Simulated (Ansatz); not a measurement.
# MoTe2: geometry relaxation (part 2 of 2)

Continued. System: MoTe2 (P6₃/mmc, 6 atoms in the cell). Method: DFT PBE+D3(BJ), scalar-relativistic, plane waves, PAW, no spin polarisation (Ansatz 0.2.0); cutoff 420 eV, 12×12×2 k-mesh, Gaussian smearing of 0.02 eV. The structure derives from an entry of the Crystallography Open Database. It belongs to a series of runs on one base structure; here: volume × 0.91, shape and atoms relaxed.

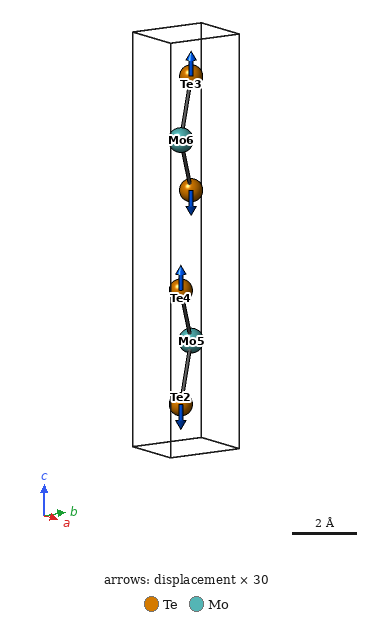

**Figure 1.** The starting structure with the displacements as blue arrows, magnified 30 times (ball-and-stick view of the cell of the calculation, seen slightly off an axis). The energy falls by 24.0 meV per cell of the calculation in 4 geometry steps. Largest force component: 0.46 eV/Å at the start, 0.00033 eV/Å at the end. The pressure goes from 8.00 to 6.22 GPa. The line search rejected the trial steps at points 1, 3 (counted from 0) and went back. The largest moves relative to the cell, 0.027 Å, are those of Te1, Te2, Te3 and Te4. Mo stays in place. The drawn cell changes at constant volume: a = b 3.404 → 3.408 Å (+0.1 %), c 13.152 → 13.126 Å (−0.2 %). Distances before and after: Te1–Mo6 2.668 → 2.686 Å. The space group stays P6_3/mmc (No. 194). A last SCF at the same geometry on a re-selected plane-wave basis shifts the energy by next to nothing (0.0 meV per cell of the calculation). (Atoms are counted from 1 in the order of the input.)

```
basis re-selected at this cell: Δ(F+E_penalty+E_count) = -1.640e-7 eV, ΔP = -0.000 GPa vs the last step (what re-selecting the basis moved, of the pressure what is left beyond the Pulay correction that the steps carried, after the strain that the cell walked since its last selection, with what the two solves' SCF thresholds leave and, on support functions, any second-order correction that the steps lacked; it is no measure of the basis error at this ecutwfc). This SCF's stress stands 8.12e-3 GPa from its target on what of the cell is left free (relax.cell.stress_tol is 1.00e-1 GPa) and its largest allowed force component is 3.30e-4 eV/Å (relax.f_tol is 1.00e-2 eV/Å): within both
SCF converged after 7 iterations
Free energy (F): -37836.416274 eV
Harris-Foulkes:  -37836.416274 eV  (|F-HF|=2.91e-11)
Internal energy: -37836.416274 eV  (E = F + TS)
E sigma→0 (E₀):  -37836.416274 eV
Fermi energy:    15.310902 eV
--- Per-component energies (eV) ---
  E_band       = -938.520540
  E_kinetic    = 1619.336770
  E_local      = -6038.947439  (includes V_loc(G=0)·N_el)
  E_nonlocal   = -952.085199
  E_hartree    = 3563.627918
  E_xc         = -870.545413
  E_vxc        = -883.474127  (∫ρ·V_xc dr)
  E_paw        = -25054.284342  (= ΣΔE_a)
  E_vpaw       = -1810.605764  (= ΣTr[D̂ρ^β])
  E_aug_tail   = -0.000619  (compensation charges beyond the density's cutoff)
  E_ewald      = -10099.862312
  E_disp       = -3.655637  (pairwise vdW)
  E_smearing   = -0.000000  (= −TS)
  E_closure    = -0.000000  (closes the sum)
  Σ components = -37836.416274   (vs F -37836.416274, Δ=0.00e0)
--- Forces (eV/Å), atoms counted from 1 ---
  atom   1  Te    -0.00000000     0.00000000     0.00032973
  atom   2  Te    -0.00000000    -0.00000000     0.00032973
  atom   3  Te     0.00000000     0.00000000    -0.00032973
  atom   4  Te    -0.00000000    -0.00000000    -0.00032973
  atom   5  Mo     0.00000000     0.00000000     0.00000000
  atom   6  Mo     0.00000000    -0.00000000     0.00000000
  max |Σ_I F_I| component: 4.63e-18 eV/Å
--- Stress (GPa, compression-positive) ---
        6.223970       0.000000       0.000000
        0.000000       6.223970       0.000000
        0.000000       0.000000       6.211794
  P = ⅓ Tr σ = 6.2199 GPa (62.199 kbar)
--- Band table (eV; the first three rows and the last of 38) ---
  k-point 0: bands = ["-45.9046", "-45.9046", "-21.9966", "-21.9966", "-21.9944", "-21.9944", "-21.9849", "-21.9849", "-21.9835", "-21.9835", "-21.9353", "-21.9353", "-21.9266", "-21.9266", "-21.9246", "-21.9246", "-21.9190", "-21.9167", "-21.9167", "-21.9158", "-21.9112", "-21.9079", "-20.1299", "-20.1298", "-19.9004", "-19.9004", "-19.9004", "-19.9004", "1.0588", "1.7746", "1.8547", "2.9401", "8.1729", "10.3383", "10.9310", "13.0871", "13.0871", "13.1227", "13.1227", "13.4051", "13.8850", "13.8850", "13.9675", "13.9675", "15.0082", "15.1356", "17.9124", "17.9124", "18.0539", "18.0539", "18.2393", "18.2393", "18.6542", "18.6542", "21.3049", "21.5409"]
  k-point 1: bands = ["-45.9046", "-45.9046", "-21.9956", "-21.9956", "-21.9956", "-21.9956", "-21.9841", "-21.9841", "-21.9841", "-21.9841", "-21.9324", "-21.9324", "-21.9324", "-21.9324", "-21.9192", "-21.9192", "-21.9192", "-21.9192", "-21.9177", "-21.9177", "-21.9092", "-21.9092", "-20.1299", "-20.1299", "-19.9004", "-19.9004", "-19.9004", "-19.9004", "1.2581", "1.2581", "2.5428", "2.5428", "8.9088", "8.9088", "12.5121", "12.5121", "13.1041", "13.1041", "13.1041", "13.1041", "13.9268", "13.9268", "13.9268", "13.9268", "15.0527", "15.0527", "17.9477", "17.9477", "17.9477", "17.9477", "18.4797", "18.4797", "18.4797", "18.4797", "21.4669", "21.4669"]
  k-point 2: bands = ["-45.9036", "-45.9036", "-21.9960", "-21.9944", "-21.9939", "-21.9923", "-21.9863", "-21.9847", "-21.9828", "-21.9814", "-21.9360", "-21.9357", "-21.9283", "-21.9272", "-21.9271", "-21.9249", "-21.9195", "-21.9171", "-21.9168", "-21.9150", "-21.9098", "-21.9068", "-20.1238", "-20.1237", "-19.9134", "-19.9134", "-19.9029", "-19.9029", "1.1706", "1.8638", "1.9641", "3.0108", "8.2962", "10.4536", "10.8987", "12.8399", "12.8987", "13.1711", "13.2217", "13.4539", "13.5273", "13.7326", "13.8334", "13.9231", "14.8572", "15.2069", "17.5194", "17.5632", "17.7637", "17.8232", "17.9044", "18.0338", "18.3883", "18.4633", "21.7560", "21.9843"]
  k-point 37: bands = ["-45.8881", "-45.8881", "-22.0042", "-22.0042", "-21.9760", "-21.9760", "-21.9673", "-21.9673", "-21.9663", "-21.9663", "-21.9531", "-21.9531", "-21.9412", "-21.9412", "-21.9291", "-21.9291", "-21.9282", "-21.9282", "-21.9054", "-21.9054", "-21.8901", "-21.8901", "-20.0529", "-20.0529", "-20.0294", "-20.0294", "-20.0054", "-20.0054", "4.2747", "4.2747", "4.3555", "4.3555", "9.5569", "9.5569", "9.6999", "9.6999", "10.5204", "10.5204", "10.5245", "10.5245", "12.2682", "12.2682", "12.5933", "12.5933", "14.4970", "14.4970", "16.0940", "16.0940", "16.2661", "16.2661", "17.4002", "17.4002", "18.6131", "18.6131", "20.0937", "20.0937"]
--- Relaxed structure (5 steps of the walk, 3 accepted, 1 SCFs on fresh bases) ---
  F+E_penalty+E_count = -37836.41627363 eV   max|allowed force component| = 3.297e-4 eV/Å   (the final SCF, on the basis selected at the relaxed cell)
  cell:  # Å, volume = 131.9963 Å³
    - [3.407662421704531, 2.1461423789160681e-35, 0.0]
    - [-1.7038312108522655, 2.9511222247177247, 0.0]
    - [0.0, 0.0, 13.125568285043471]
  atoms:
    - { symbol: Te, position: [0.33333333333333326, 0.6666666666666665, 0.6106922842094833] }
    - { symbol: Te, position: [0.6666666666666665, 0.33333333333333326, 0.1106922842094834] }
    - { symbol: Te, position: [0.33333333333333326, 0.6666666666666665, 0.8893077157905166] }
    - { symbol: Te, position: [0.6666666666666665, 0.33333333333333326, 0.38930771579051654] }
    - { symbol: Mo, position: [0.33333333333333326, 0.6666666666666665, 0.24999999999999997] }
    - { symbol: Mo, position: [0.6666666666666665, 0.33333333333333326, 0.75] }
```

Trajectory as extended XYZ (Å, eV, eV/Å), 6 frames, from step=1 to step=6:
```
6
Lattice="3.4043 0.0000 0.0000 -1.7021 2.9482 0.0000 0.0000 0.0000 13.1518" Properties=species:S:1:pos:R:3:forces:R:3 step=1 energy=-37836.39223 pressure_GPa=8.00
Te    0.0000    1.9655    8.0592    0.0000   0.0000  -0.4583
Te    1.7021    0.9827    1.4833    0.0000   0.0000  -0.4583
Te    0.0000    1.9655   11.6685    0.0000   0.0000   0.4583
Te    1.7021    0.9827    5.0926    0.0000   0.0000   0.4583
Mo    0.0000    1.9655    3.2879    0.0000   0.0000   0.0000
Mo    1.7021    0.9827    9.8638    0.0000   0.0000   0.0000
6
Lattice="3.4302 0.0000 0.0000 -1.7151 2.9706 0.0000 0.0000 0.0000 12.9536" Properties=species:S:1:pos:R:3:forces:R:3 step=2 energy=-37836.14509 pressure_GPa=1.21 accepted=F
Te    0.0000    1.9804    7.8129    0.0000   0.0000   1.4370
Te    1.7151    0.9902    1.3362    0.0000   0.0000   1.4370
Te    0.0000    1.9804   11.6174    0.0000   0.0000  -1.4370
Te    1.7151    0.9902    5.1406    0.0000   0.0000  -1.4370
Mo    0.0000    1.9804    3.2384    0.0000   0.0000   0.0000
Mo    1.7151    0.9902    9.7152    0.0000   0.0000   0.0000
6
Lattice="3.4031 0.0000 0.0000 -1.7016 2.9472 0.0000 0.0000 0.0000 13.1605" Properties=species:S:1:pos:R:3:forces:R:3 step=3 energy=-37836.41540 pressure_GPa=6.04
Te    0.0000    1.9648    8.0358    0.0000   0.0000   0.0527
Te    1.7016    0.9824    1.4556    0.0000   0.0000   0.0527
Te    0.0000    1.9648   11.7049    0.0000   0.0000  -0.0527
Te    1.7016    0.9824    5.1247    0.0000   0.0000  -0.0527
Mo    0.0000    1.9648    3.2901    0.0000   0.0000   0.0000
Mo    1.7016    0.9824    9.8704    0.0000   0.0000   0.0000
6
Lattice="3.4173 0.0000 0.0000 -1.7087 2.9595 0.0000 0.0000 0.0000 13.0516" Properties=species:S:1:pos:R:3:forces:R:3 step=4 energy=-37836.41395 pressure_GPa=6.17 accepted=F
Te    0.0000    1.9730    7.9662    0.0000   0.0000   0.0074
Te    1.7087    0.9865    1.4404    0.0000   0.0000   0.0074
Te    0.0000    1.9730   11.6112    0.0000   0.0000  -0.0074
Te    1.7087    0.9865    5.0854    0.0000   0.0000  -0.0074
Mo    0.0000    1.9730    3.2629    0.0000   0.0000   0.0000
Mo    1.7087    0.9865    9.7887    0.0000   0.0000   0.0000
6
Lattice="3.4077 0.0000 0.0000 -1.7038 2.9511 0.0000 0.0000 0.0000 13.1256" Properties=species:S:1:pos:R:3:forces:R:3 step=5 energy=-37836.41627 pressure_GPa=6.22
Te    0.0000    1.9674    8.0157    0.0000   0.0000   0.0003
Te    1.7038    0.9837    1.4529    0.0000   0.0000   0.0003
Te    0.0000    1.9674   11.6727    0.0000   0.0000  -0.0003
Te    1.7038    0.9837    5.1099    0.0000   0.0000  -0.0003
Mo    0.0000    1.9674    3.2814    0.0000   0.0000   0.0000
Mo    1.7038    0.9837    9.8442    0.0000   0.0000   0.0000
6
Lattice="3.4077 0.0000 0.0000 -1.7038 2.9511 0.0000 0.0000 0.0000 13.1256" Properties=species:S:1:pos:R:3:forces:R:3 step=6 energy=-37836.41627 pressure_GPa=6.22
Te    0.0000    1.9674    8.0157    0.0000   0.0000   0.0003
Te    1.7038    0.9837    1.4529    0.0000   0.0000   0.0003
Te    0.0000    1.9674   11.6727    0.0000   0.0000  -0.0003
Te    1.7038    0.9837    5.1099    0.0000   0.0000  -0.0003
Mo    0.0000    1.9674    3.2814    0.0000   0.0000   0.0000
Mo    1.7038    0.9837    9.8442    0.0000   0.0000   0.0000
```

This output came from the following input.

Input file:
```yaml
crystal:
  lattice:
    - [3.4042641742, 0.0, 0.0]
    - [-1.7021320871, 2.948179256, 0.0]
    - [0.0, 0.0, 13.151786105]
  atoms:
    - { symbol: Te, position: [0.3333333333, 0.6666666667, 0.6127842976] }
    - { symbol: Te, position: [0.6666666667, 0.3333333333, 0.1127842976] }
    - { symbol: Te, position: [0.3333333333, 0.6666666667, 0.8872157024] }
    - { symbol: Te, position: [0.6666666667, 0.3333333333, 0.3872157024] }
    - { symbol: Mo, position: [0.3333333333, 0.6666666667, 0.25] }
    - { symbol: Mo, position: [0.6666666667, 0.3333333333, 0.75] }
basis:
  ecutwfc: 420
kpoints:
  mp_grid: { grid: [12, 12, 2] }
hamiltonian:
  xc: pbe
  dispersion: d3bj
scf:
  occupations: { method: gaussian, width: 0.02 }
output:
  forces: true
  stress: true
  eigenvalues: true
relax:
  adjacent_minimum: "off"
  f_tol: 0.01
  max_steps: 30
  cell: { stress_tol: 0.1, fix: [volume] }
```

Launch command:
```bash
ansatz run input.yaml --threads 2 --pin off --max-ram 5120MiB --backend cpu --events-out ev --progress --plain --runs-dir out
```

Key numbers:

```csv
quantity,value
outcome,converged
space group (tolerance 0.01 Å),P6₃/mmc (194)
electrons treated,92
free energy,−37836.4163 eV
Fermi energy,15.311 eV
gap on the k-point mesh,0.21 eV
pressure,6.22 GPa
final volume,132.00 Å³
largest force (length of the vector) at the end,under 0.001 eV/Å
final cell,"a = 3.408 Å, b = 3.408 Å, c = 13.126 Å, α = 90.00°, β = 90.00°, γ = 120.00°"
hardware,"2 threads of Arm Neoverse V1, 24 GiB of memory available, shared host"
wall time,47 s (CPU time 93 s)
peak memory,0.55 GiB
```

Notes:

The cell is under a pressure of 6.2 GPa at this level, so it is not at its equilibrium volume.
